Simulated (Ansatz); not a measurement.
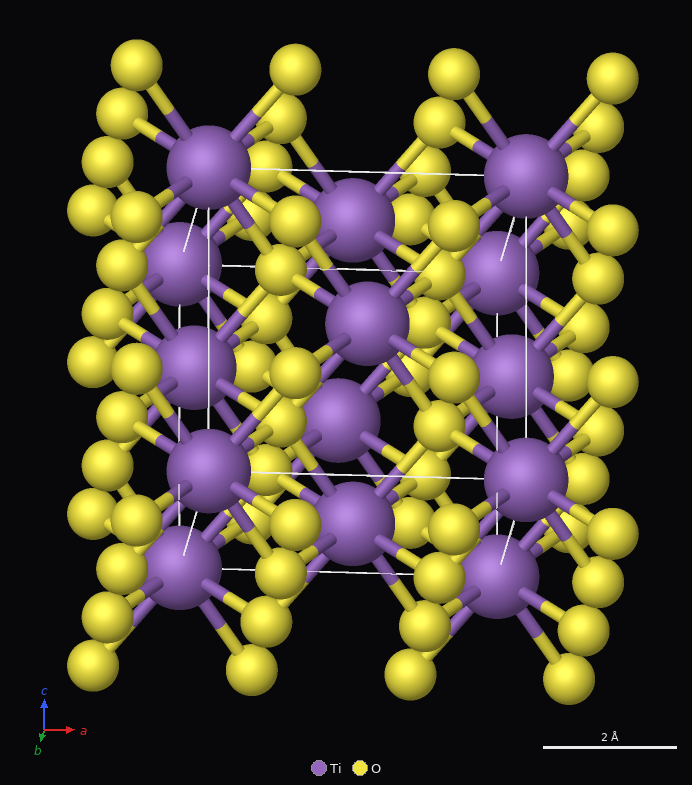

Ball-and-stick representation of a periodic structure, projected from a general direction. The conventional unit cell is drawn as a box. A few atoms beyond the faces are included.

TiO2, space group Fm-3m (No. 225), a = 4.79 Å, b = 4.79 Å, c = 4.79 Å, α = 90.00°, β = 90.00°, γ = 90.00°.

Computed with G0W0 on PBE, plane waves, PAW (Ansatz 0.2.0). Settings: plane-wave cutoff 420 eV, k-points about 0.57 Å⁻¹ apart, no spin polarisation.

### Predict the gap.

A semiconductor at this level, with a gap of 1.14 eV, indirect; the smallest direct gap is 1.85 eV.

The cell started as a structure type filled with these elements by a generator (whether the compound takes this form wasn't checked). Earlier steps of the study may have refined or changed the cell and positions. An electronic-structure calculation with Ansatz was run on it.
